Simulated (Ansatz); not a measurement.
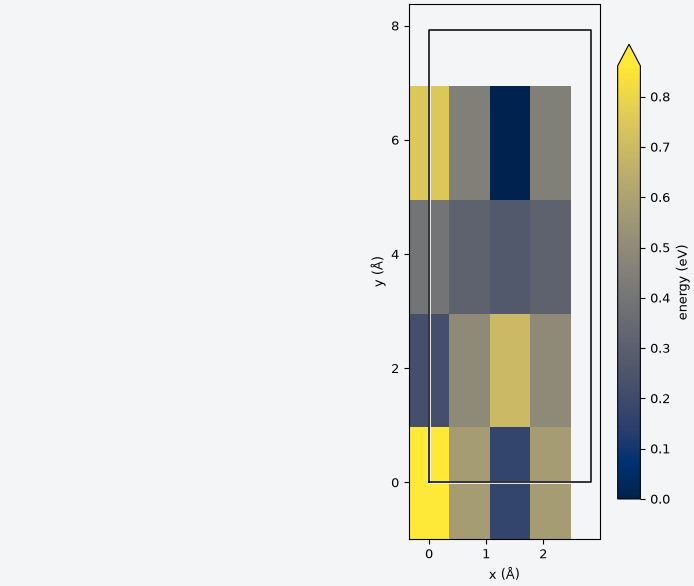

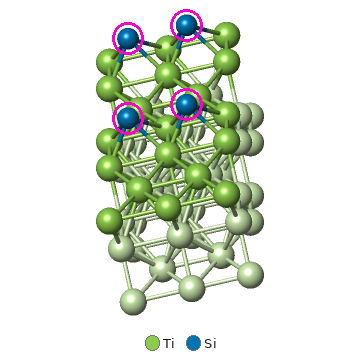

Energy landscape of Si on a Ti(110) slab cut from the P6/mmm phase, its upper half relaxed before the scan (9 atoms of substrate and one adsorbate in a 1 × 1 cell). 
- Si is moved over the surface cell; relaxed at each place: the height of the adsorbate's atoms; substrate rigid; the origin of the map has the adsorbate above Ti8.
- Places are given modulo a cell vector. The map is drawn in real space over the plane of the surface.
- Grid: 4 × 4 points; 12 points were computed and 4 follow by symmetry.
- Energies: eV, counted from the lowest grid point.
- With one adsorbate in each 1 × 1 cell, its nearest image is 2.8 Å away, so neighbouring adsorbates interact.
- Method: DFT PBE, scalar-relativistic, plane waves, PAW in Ansatz 0.2.0. Settings: cutoff 420 eV, k-mesh 9×4×1, gaussian smearing 0.1 eV, no spin polarisation.

Drawn: one coloured cell a grid point, the outline of one cell of the plane, one colour for all values above the top of the scale. The second picture is the structure at the lowest point; rings mark the moved atoms.

### Describe this landscape.

The lowest grid point is at (2/4, 3/4) of the cell vectors [nearest 2 Ti at 2.54 Å]. The highest grid point, the top site over a surface Ti atom, (0/4, 0/4) of the cell vectors, lies 0.86 eV above the lowest. At the lowest point the adsorbate has 2 Ti at 2.54 Å as nearest neighbours, at the highest 1 Ti at 2.45 Å. Its relaxed height above the top atom is 2.01 Å at the lowest and 2.44 Å at the highest point.

Grid values (eV):

```tsv
second ↓, first →	0/4	1/4	2/4	3/4
3/4	0.75	0.45	0.00	0.45
2/4	0.40	0.31	0.27	0.31
1/4	0.22	0.49	0.69	0.49
0/4	0.86	0.58	0.17	0.58
```

Each point was launched as `ansatz run input.yaml --threads 4 --pin off --max-ram 12288MiB --backend cpu --events-out ev --progress --plain --runs-dir out`. Time for the 12 points that were run: 11 min on 4 threads of Arm Neoverse V2, with other jobs on the host.

PAW datasets: the set soft_1.
